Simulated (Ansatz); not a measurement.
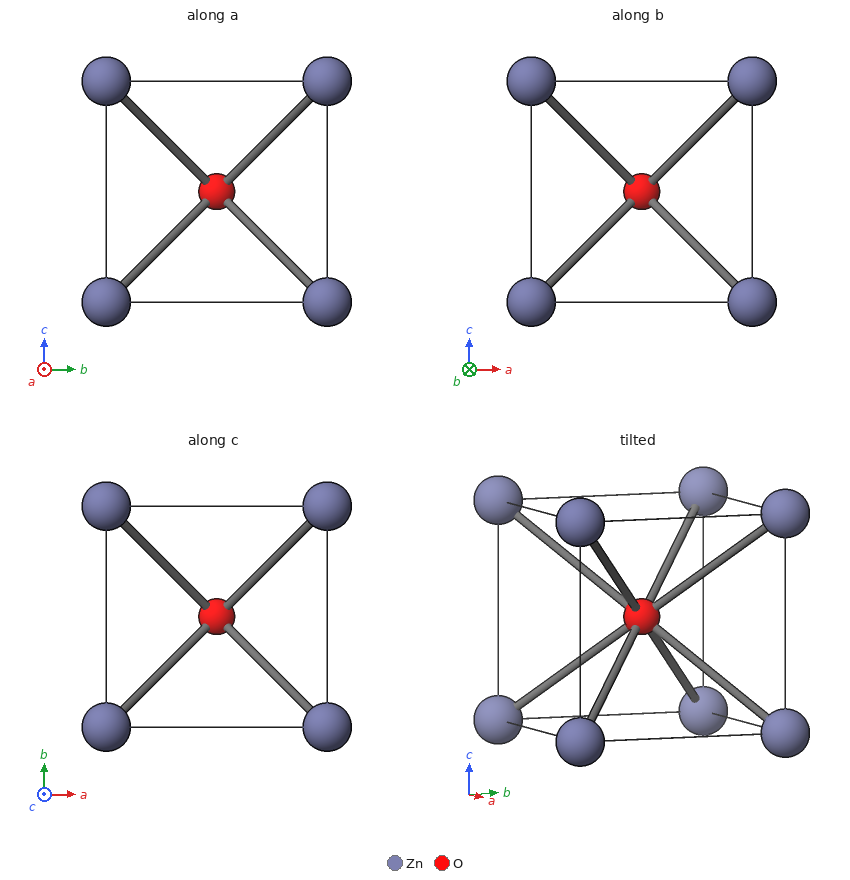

The crystal in a ball-and-stick representation, seen along the a axis, along the b axis, along the c axis and slightly off an axis. The frame is the conventional unit cell; atoms at its boundary are shown with their periodic copies.

Lattice parameters: a = 2.680 Å, b = 2.680 Å, c = 2.680 Å, α = 90.00°, β = 90.00°, γ = 90.00°.

### Set out the cell and atoms as a table of Wyckoff sites.

Space group Pm-3m (No. 221).
```
atom  site       x       y       z
  Zn    1a  0.0000  0.0000  0.0000
   O    1b  0.5000  0.5000  0.5000
```

The cell started as a structure type filled with these elements by a generator (whether the compound takes this form wasn't checked). Earlier steps of the study may have refined or changed the cell and positions. A calculation with Ansatz used it as input.

At this level of theory the cell isn't at rest (stretched, at -7 GPa), so its distances can differ from those at equilibrium, the more so the softer the solid.
